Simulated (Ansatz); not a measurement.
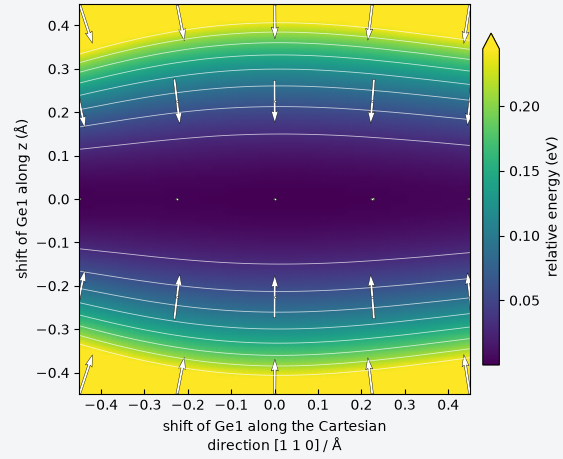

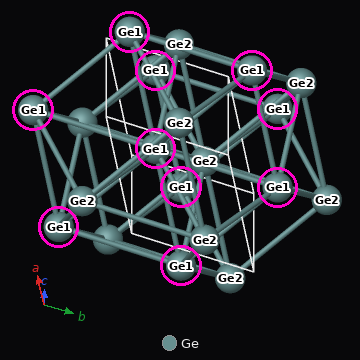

Energy landscape of Ge (Cmcm, No. 63; 2 atoms in the cell). Atom Ge1 is moved over a plane while all other atoms and the cell stay fixed (its periodic images move with it) (x along [1 0 0], y along [0 1 0], z along [0 0 1] of the conventional cell). Coordinates scanned: (1) shift of Ge1 along the Cartesian direction [1 1 0]; (2) shift of Ge1 along z. The scan uses a 5 × 5 grid; 15 points were computed and 10 follow by symmetry. Points are written as (first, second). All energies are given in eV per cell relative to the lowest grid point. The reference cell is the one listed in the database, not relaxed at this level. Level of theory: DFT PBEsol+D3(BJ), scalar-relativistic, plane waves, PAW (Ansatz 0.2.0). Settings: cutoff 420 eV, k-mesh 18×18×10 in the order of the run's cell vectors, gaussian smearing 0.15 eV, no spin polarisation.

Drawn: a smooth colour map with a few white contour lines, dots at the grid points, arrows along the force (downhill), their lengths compressed, one colour for all values above the top of the scale. Between grid points the surface is interpolated. The second picture is the structure at the lowest point

Q: What does the map say about the system?

A: The lowest grid point is at (0.000 Å, 0.000 Å). The energy also falls towards the edge at (−0.450 Å, 0.000 Å) (0.0008 eV above the lowest), where a further well may lie outside the range. The highest grid point, (−0.450 Å, −0.450 Å), lies 0.491 eV above the lowest.
